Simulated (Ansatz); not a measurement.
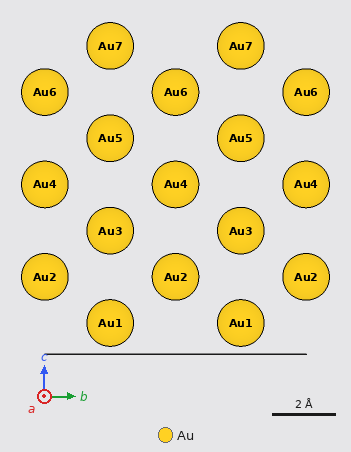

A slab of composition Au (cut from the Fm-3m phase), before the relaxation. A spheres-only model of the 2 × 2 repeat of the cell, outlined in the plane, without the vacuum, seen along the a axis.

The slab is the (1 1 0) face of Au.

The calculation used Ansatz, DFT PBE, scalar-relativistic, plane waves, PAW.

Input file:
```yaml
crystal:
  lattice:
    - [2.940215541, 0.0, 0.0]
    - [0.0, 4.1580926944, 0.0]
    - [0.0, 0.0, 23.820646623]
  atoms:
    - { symbol: Au, position: [0.5, 0.5, 0.3148529139] }
    - { symbol: Au, position: [0.0, 0.0, 0.3765686093] }
    - { symbol: Au, position: [0.5, 0.5, 0.4382843046] }
    - { symbol: Au, position: [0.0, 0.0, 0.5] }
    - { symbol: Au, position: [0.5, 0.5, 0.5617156954] }
    - { symbol: Au, position: [0.0, 0.0, 0.6234313907] }
    - { symbol: Au, position: [0.5, 0.5, 0.6851470861] }
basis:
  ecutwfc: 420
kpoints:
  mp_grid: { grid: [12, 8, 1] }
hamiltonian:
  xc: pbe
scf:
  occupations: { method: gaussian, width: 0.1 }
output:
  forces: true
  eigenvalues: true
relax:
  adjacent_minimum: "off"
  f_tol: 0.02
  max_steps: 60
efield:
  axis: 3
  dipole_correction: true
  ramp_width: 0.04
```

Launched with:
```bash
ansatz run input.yaml --threads 4 --pin off --max-ram 9216MiB --backend cpu --events-out ev --progress --plain --runs-dir out
```

> What does the optimiser find from here?

The largest moves, 0.10 Å, are those of Au1 and Au7. Au7 goes along the normal (−c). The cell stays as it was. Near-neighbour distances that change, for instance: Au1–Au2 2.940 → 2.854 Å, Au2–Au4 2.940 → 3.019 Å, Au1–Au3 2.940 → 2.862 Å, Au2–Au3 2.940 → 2.993 Å. After 3 geometry steps the energy has fallen by 80.7 meV per cell of the calculation. The largest force component goes from 0.44 to 0.0039 eV/Å. Cost: 80 s on 4 threads of Arm Neoverse V2, with other jobs on the host, peak memory 1.1 GiB.

Step by step:

```csv
step,"E − E(0), meV/atom","largest force component, eV/Å"
0,0.00,0.4367
1,-10.88,0.1346
2,-11.43,0.0326
3,-11.53,0.0039
```

The structure at the end:

```
Au
1.0
     2.94022    0.00000    0.00000
     0.00000    4.15809    0.00000
     0.00000    0.00000   23.82065
Au
7
Direct
  0.50000 0.50000 0.31915
  0.00000 0.00000 0.37326
  0.50000 0.50000 0.43928
  0.00000 0.00000 0.50000
  0.50000 0.50000 0.56072
  0.00000 0.00000 0.62674
  0.50000 0.50000 0.68085
```

After the run, drawn alike:

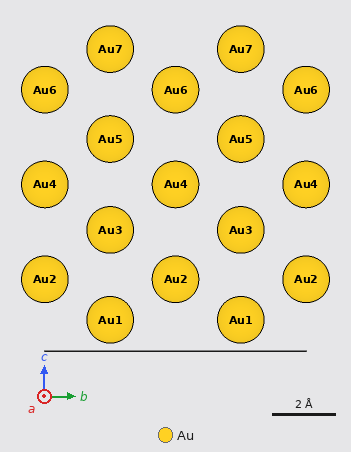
